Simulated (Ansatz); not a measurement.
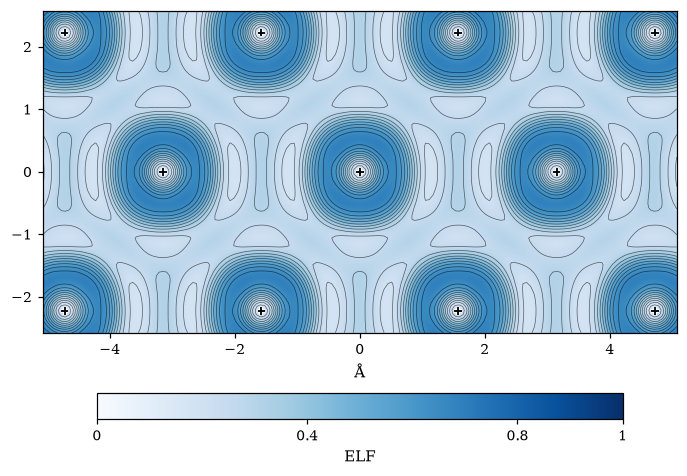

The ELF on a plane through atoms (crosses mark nuclei in the plane).

These are results of Ansatz, DFT, m-r2SCAN, plane waves (500 eV) with PAW, scalar-relativistic, not measurements.

Candidates:
A. Pt, a = 2.60 Å, b = 2.60 Å, c = 2.60 Å, α = 90.00°, β = 90.00°, γ = 90.00°. Space group Pm-3m; set up as Pt, simple cubic; a generated structure, not necessarily the stable one; changed on purpose from its base cell (volume × 1.0); the program warned that a starting moment wasn't kept; spin-polarised, but the moments vanished.
B. La, a = 3.83 Å, b = 3.83 Å, c = 6.00 Å, α = 90.00°, β = 90.00°, γ = 120.00°. Space group P6₃/mmc; set up as La, hcp; a generated structure, not necessarily the stable one; the program warned that a starting moment wasn't kept; spin-polarised, but the moments vanished.
C. Ru, a = 3.15 Å, b = 3.15 Å, c = 3.15 Å, α = 90.00°, β = 90.00°, γ = 90.00°. Space group Im-3m; set up as Ru, bcc; a generated structure, not necessarily the stable one; changed on purpose from its base cell (volume × 1.12); computed pressure about −26 GPa in this cell; the program warned that a starting moment wasn't kept; spin-polarised, but the moments vanished.

Q: Which system is this?

A: Candidate C: Ru on the (110) plane of the conventional cell, which holds Ru. Ru–Ru (2.73 Å): the ELF is about 0.30 at the midpoint: no localised pair shows between them.
